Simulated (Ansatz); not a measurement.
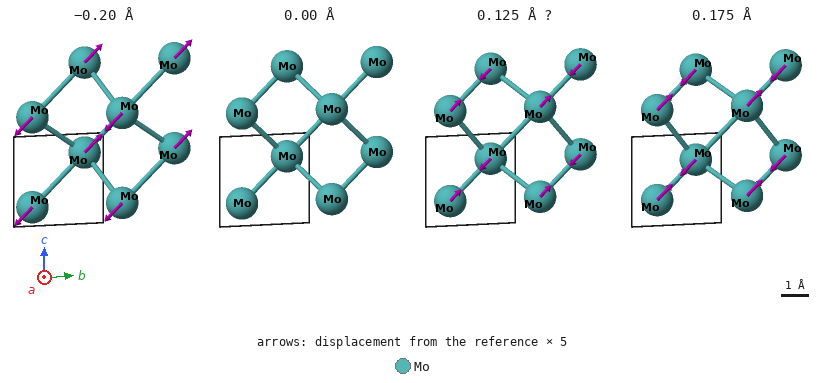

Energy scan for a crystal of Mo (P6/mmm), in which a normal mode of wave vector (0, 1/2, 1/2) of the primitive cell, folded into a doubled cell, is frozen in with the cell fixed, the amplitude being the largest displacement of an atom. A ball-and-stick model of the cell of the calculation, repeated 3 × 2 × 2 with one cell outlined, seen along the a axis. Purple arrows: displacements from the reference.

These are results of Ansatz 0.2.0, DFT PBEsol, scalar-relativistic, plane waves, PAW, not measurements. Set-up: plane-wave cutoff 420 eV; k-point mesh 24 × 24 × 24; occupations gaussian; smearing width 0.15 eV; no spin polarisation. Energies (free energies at the smearing named) are counted from the relaxed crystal.

| largest displacement (Å) | energy change (meV/cell) |
| --- | --- |
| −0.200 | 727 |
| −0.100 | 176 |
| 0.000 | 0 |
| 0.025 | 11 |
| 0.050 | 44 |
| 0.075 | 99 |
| 0.125 | ? |
| 0.150 | 399 |
| 0.175 | 548 |

### One row is withheld. What is its energy?

A straight line between the two neighbours gives 299 meV/cell. A cubic through the four nearest rows (0.050, 0.075, 0.150, 0.175) gives, with Lagrange weights, (−0.2000)(44) + (0.5000)(99) + (1.0000)(399) + (−0.3000)(548) = 275 meV/cell. The calculation gives 275 meV/cell, so the cubic is right to the digits shown and the straight line 24 meV/cell too high, as the curve bends upwards here.

The whole profile:

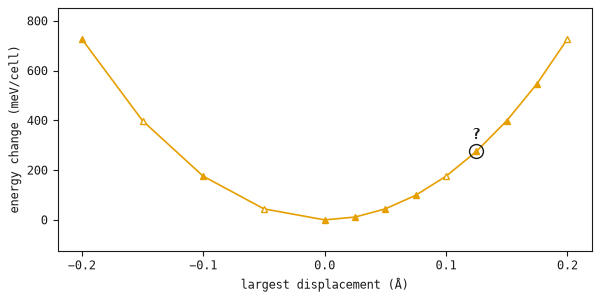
